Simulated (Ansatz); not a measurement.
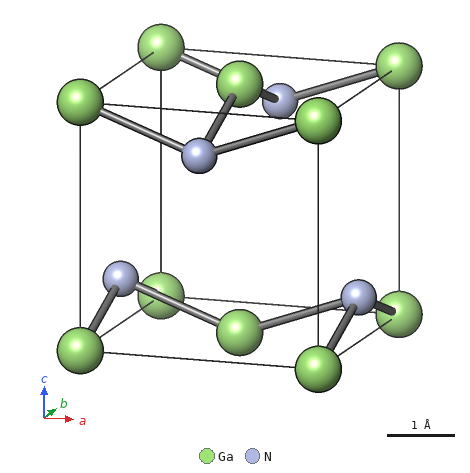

An orthographic ball-and-stick view of the structure, slightly off an axis. The frame is the conventional unit cell; atoms at its boundary are shown with their periodic copies. Cell: a = 3.76 Å, b = 3.76 Å, c = 3.82 Å, α = 90.00°, β = 90.00°, γ = 90.00°.

The initial geometry was a random cell made by a generator, so it need not be a real form of the compound. Earlier steps of the study may have refined or changed the cell and positions. It went into a calculation with Ansatz.

Describe the crystal.

Answer. It has the composition GaN. The lattice is primitive tetragonal and the space group P4/nmm (No. 129). Atoms per cell: 4 (2 Ga, 2 N). Ga bonds to four N at about 2.0 Å. N is coordinated by four Ga at about 2.0 Å. Not all metal-metal contacts are counted. The bonds build GaN layers parallel to (001).

The calculation used Ansatz, DFT PBE, scalar-relativistic, plane waves, PAW, with a basis cut at 420 eV, an 8×8×8 k-point mesh, Gaussian smearing of 0.02 eV, no spin polarisation.

How large a gap does the method give, if there is one?

Answer. A semiconductor at this level, with a gap of 0.83 eV, indirect.

What charge does Bader's analysis assign to each element?

Answer. Ga +1.57 e; N -1.57 e.

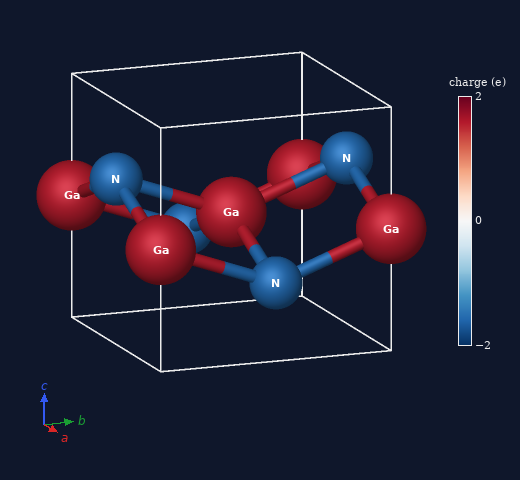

The atoms coloured by those charges. The run's cell of 4 atoms is drawn, so axes and origin can differ from the first picture.

Can this geometry be taken as optimised?

Answer. Yes. The largest force is 0.01 eV/Å. The pressure is 0.0 GPa, close to zero.
